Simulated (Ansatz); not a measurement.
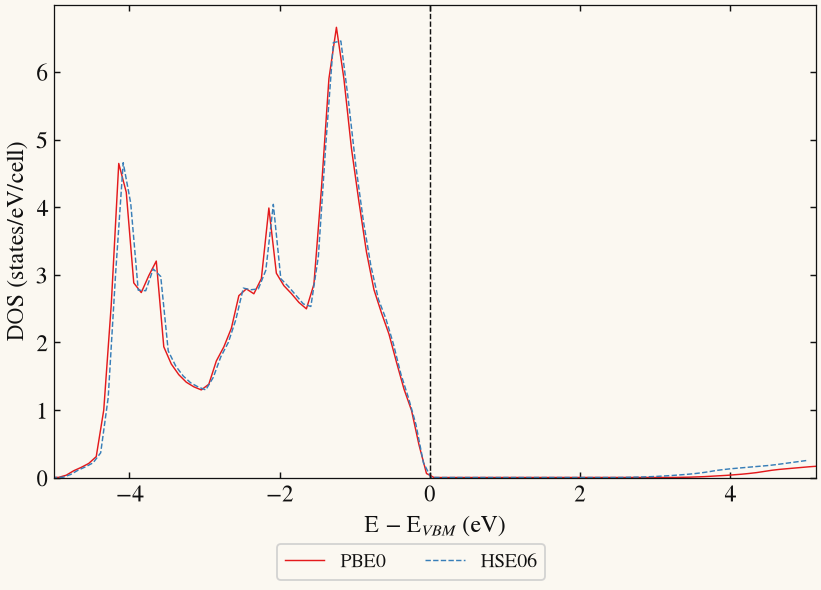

Total densities of states of ZnO, space group P6_3mc (No. 186), 4 atoms in the cell, by two methods on the same cell. Each is counted from its own valence-band top.

How do the methods compare?

PBE0 gives a gap of 3.11 eV and HSE06 gives a gap of 2.43 eV.

Settings. PBE0: DFT PBE0, scalar-relativistic, plane waves, PAW, no spin polarisation, 6×6×4 k mesh, 420 eV cutoff, Gaussian smearing of 0.02 eV (Ansatz). HSE06: DFT HSE06, scalar-relativistic, plane waves, PAW, no spin polarisation, 6×6×4 k mesh, 420 eV cutoff (Ansatz 0.2.0).
